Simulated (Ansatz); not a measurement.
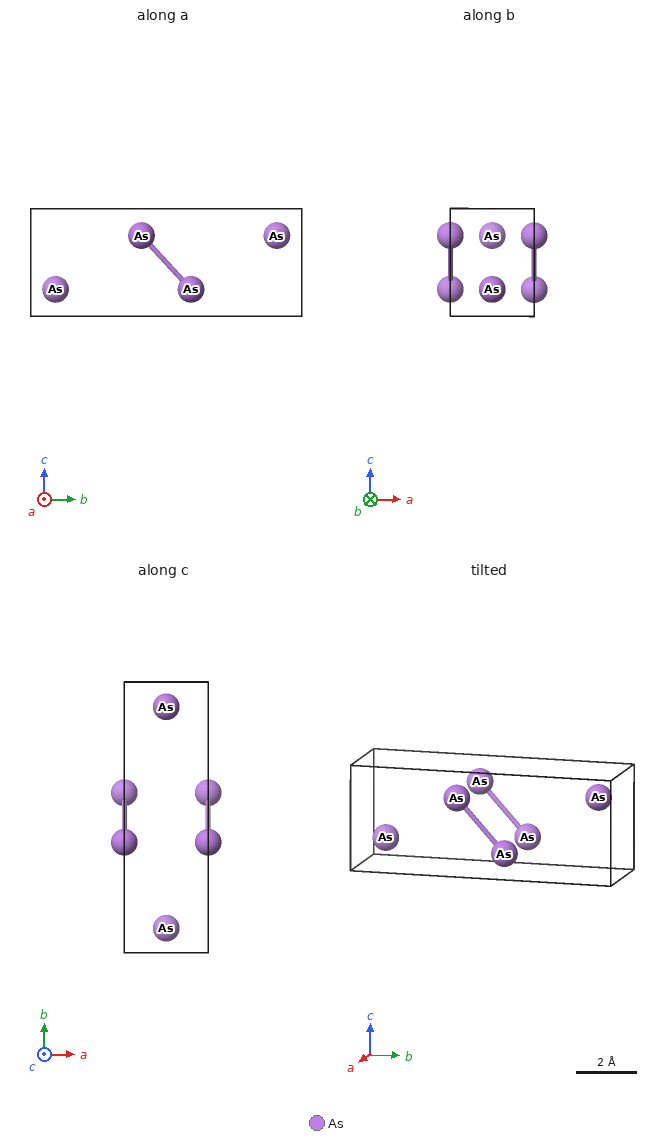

An orthographic ball-and-stick view of the structure, along the a axis, along the b axis, along the c axis and slightly off an axis. Thin lines show the drawn cell (a repeat of the simulation cell), with boundary atoms drawn in all their periodic places.

Lattice parameters: a = 2.8239 Å, b = 9.1206 Å, c = 3.6252 Å, α = 90.000°, β = 90.223°, γ = 90.000°.

Question: Give the atomic positions as a CIF in P1 with every atom of the cell, with free fractional coordinates to two decimals.

Answer:
```cif
data_structure
_symmetry_space_group_name_H-M 'P 1'
_symmetry_Int_Tables_number 1
_cell_length_a 2.8239
_cell_length_b 9.1206
_cell_length_c 3.6252
_cell_angle_alpha 90.000
_cell_angle_beta 90.223
_cell_angle_gamma 90.000
_cell_volume 93.37
loop_
_atom_site_label
_atom_site_type_symbol
_atom_site_fract_x
_atom_site_fract_y
_atom_site_fract_z
_atom_site_occupancy
As1 As 0.50 0.09 0.25 1
As2 As 0.00 0.59 0.25 1
As3 As 0.50 0.91 0.75 1
As4 As 0.00 0.41 0.75 1
```

The structure was taken from a structure type filled with this element by a generator (whether the element takes this form wasn't checked). Earlier steps of the study may have refined or changed the cell and positions. Ansatz was used for an electronic-structure calculation on it.
